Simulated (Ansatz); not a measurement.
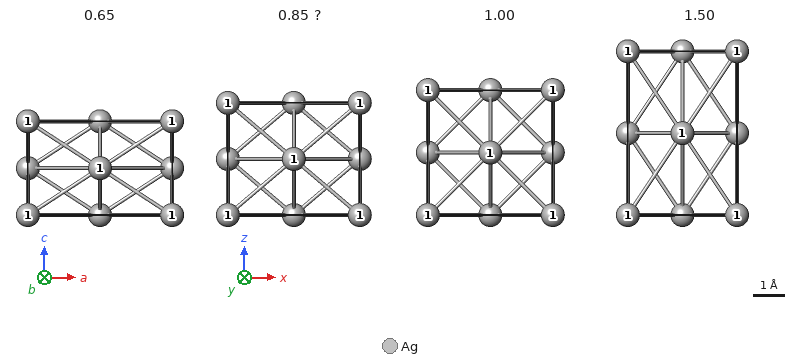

Energy scan for solid Ag (Fm-3m), in which the ratio of the cell's length along z to its lengths across, counted as 1 for the reference, is changed at fixed volume (a tetragonal or Bain path), with the atoms kept at their fractional coordinates. x, y and z are the Cartesian axes of the input. The picture is a ball-and-stick view of the conventional cell (4 times the calculation's cell), repeated 1 × 2 × 1 with one cell outlined, seen along the b axis. Lengths and directions refer to the drawn axes.

The calculation used DFT r2SCAN, scalar-relativistic, plane waves, PAW in Ansatz 0.2.0. Settings: plane-wave cutoff 500 eV; k-point mesh 22 × 22 × 22; occupations gaussian; smearing width 0.15 eV; no spin polarisation. Energies (free energies at the smearing named) are counted from the cell as listed in its source, which wasn't relaxed.

```csv
axial ratio over its reference value,ΔE (meV/atom)
0.650,35
0.707,38
0.780,32
0.850,?
0.920,8
0.960,2
1.000,0
1.050,4
1.100,16
1.200,63
1.300,147
1.414,293
1.500,443
```

Question: One row is withheld. What is its energy?

Answer: A straight line between the two neighbours gives 20 meV/atom. A cubic through the four nearest rows (0.707, 0.780, 0.920, 0.960) gives, with Lagrange weights, (−0.1370)(38) + (0.5986)(32) + (0.9231)(8) + (−0.3847)(2) = 21 meV/atom. The calculation gives 20 meV/atom, so the cubic is 1 meV/atom too high, while the straight line is right to the digits shown.

The whole profile:

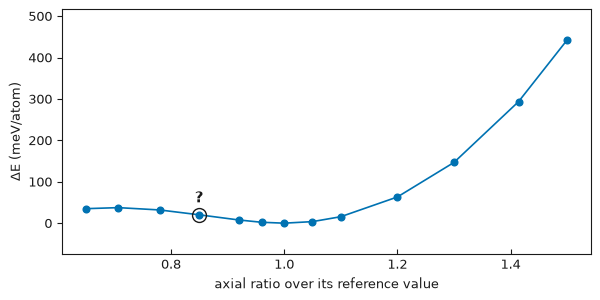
